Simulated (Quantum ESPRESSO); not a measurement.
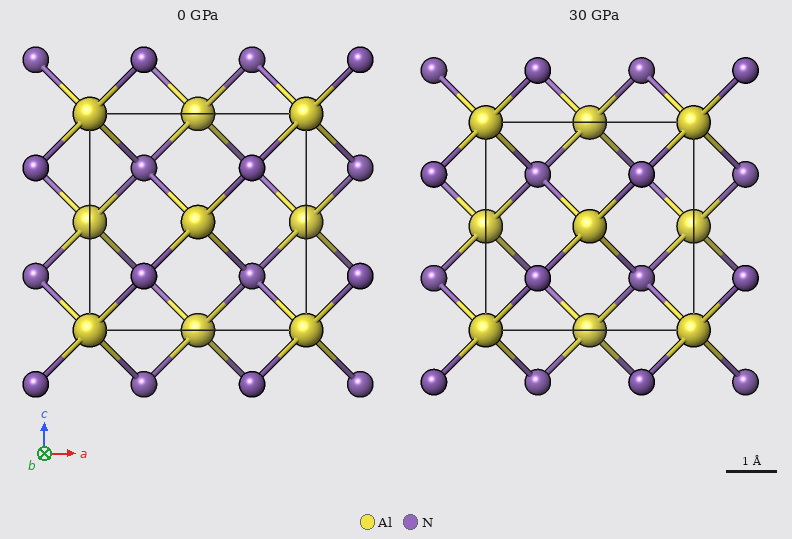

Solid AlN (set up in F-43m), relaxed (cell and atoms) at several target pressures. The picture shows the first and the last member. A ball-and-stick model of the conventional cell (4 times the calculation's cell), seen along the b axis. Lengths and directions refer to the drawn axes.

Computed with Quantum ESPRESSO 7.5: PBE, SSSP 1.3 efficiency PBE. Settings: plane-wave cutoff 938.8 eV; k-point mesh 10 × 10 × 10; occupations fermi-dirac; smearing width 0.05 eV; no spin polarisation.

```tsv
pressure (GPa)	volume (Å³/atom)	a (Å)
0	10.681	4.405
2	10.574	4.390
5	?	?
10	10.193	4.336
20	9.797	4.279
30	9.462	4.230
```

> Estimate the missing row from the others, and compare with the calculation.

Murnaghan's form V = V₀(1 + B′P/B₀)^(−1/B′), with V₀ = 10.681 Å³ from the row at zero pressure, fits the other rows with B₀ = 196 GPa and B′ = 3.72 (largest miss 0.001 Å³). At 5 GPa it gives 10.681 × (1 + 3.72 × 5/196)^(−1/3.72) = 10.424 Å³ per atom. The calculation gives 10.424 Å³/atom (a = 4.369 Å). The estimate is right to the digits shown. From the first member to the last: Al–N 1.907 → 1.832 Å.

The whole series:

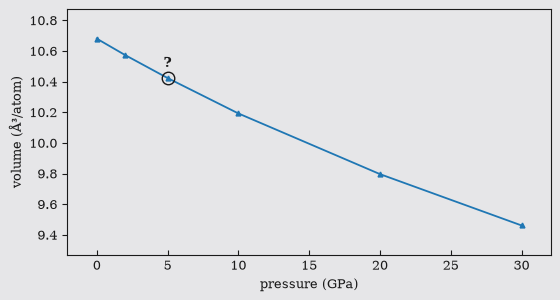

Each member starts from this one structure; whether another phase lies lower wasn't checked.
